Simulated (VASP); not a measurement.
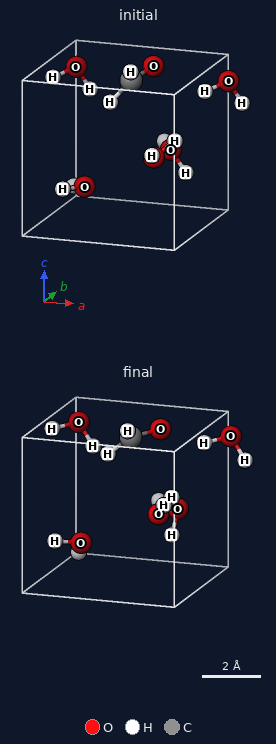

The structure of an amorphous cell of composition H₁₀CO₅ before (top) and after (bottom) a relaxation, at one scale.

The picture is a ball-and-stick view of the cell of the calculation, seen slightly off an axis.

The run lets the atoms move in a fixed cell.

The calculation used Kohn-Sham DFT of a periodic cell, PBE, VASP PAW PBE potentials, recommended in VASP 6.6.1.

Input file:
```
SYSTEM = H10CO5
PREC = Accurate
ENCUT = 520
EDIFF = 1E-6
ISMEAR = -1
SIGMA = 0.02
LREAL = Auto
LASPH = .True.
NELM = 100
ALGO = Normal
ISIF = 2
LWAVE = .False.
LCHARG = .False.
GGA = PE
IBRION = 2
NSW = 35
EDIFFG = -0.3
```

Command:
```bash
cat potpaw_PBE.64/O/POTCAR potpaw_PBE.64/H/POTCAR potpaw_PBE.64/C/POTCAR > POTCAR
mpirun -np 1 vasp_gam > vasp.out
```

### What changed between the two?

The relaxation stopped without meeting its thresholds, so the last structure isn't shown to be converged. The atom that moves furthest is an H atom (0.55 Å along [3 0 2]). By element the largest moves are H 0.55 Å, O 0.41 Å, C 0.06 Å. The lattice vectors keep their values. Among the contacts that change: H–O 0.969 → 0.986 Å, C–O 1.220 → 1.236 Å, C–H 1.104 → 1.112 Å. Bond angles that change, for instance: H–O–H 104.0° → 107.6°, H–O–H 104.0° → 107.0°, H–C–H 115.7° → 118.0°. After 34 geometry steps the energy has fallen by 71.8 meV per atom. Largest force component: 1.3 eV/Å at the start, 0.59 eV/Å at the end.

Limits of the set-up: the periodic images lie only 5.7 Å apart, so the values are limited by the cell's size.
